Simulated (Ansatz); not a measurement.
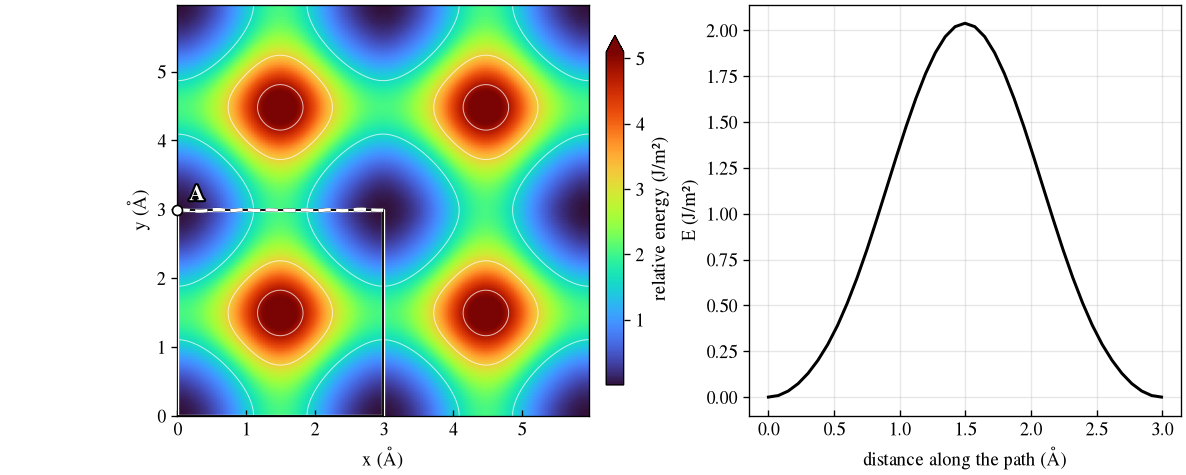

Ta (Fm-3m, No. 225; 4 atoms in the cell). 
- Gamma surface: rigid slide across a plane, one fault a cell; the plane is (0 0 1) of the conventional cell.
- Places are given modulo a cell vector. The map is drawn in real space over the plane of the slide.
- Nothing is relaxed (rigid halves, spacing across the cut fixed).
- The scan uses a 12 × 12 grid; 28 points were computed and 116 follow by symmetry.
- Energies: J/m², counted from the lowest grid point.
- Computed with DFT PBE, scalar-relativistic, plane waves, PAW (Ansatz 0.2.0). Settings: cutoff 420 eV, k-mesh 15×15×5 in the order of the run's cell vectors, gaussian smearing 0.15 eV, no spin polarisation.

The picture shows a smooth colour map with a few white contour lines, a line along the lowest path, the outline of one cell of the 2 × 2 shown, one colour for all values above the top of the scale, the energy along the path at the right, the start A. Between grid points the surface is interpolated.

Describe the path and its barrier.

Answer. The easiest path leads from the well at (0/12, 0/12) of the cell vectors to its copy one period on. Its highest point lies about 2 J/m² above the bottom of the first well on the interpolated surface, at (6/12, 0/12) of the cell vectors. The start is the relaxed structure and all else is held, so a fully relaxed path at this level can only be lower.

PAW datasets: the set soft_1.
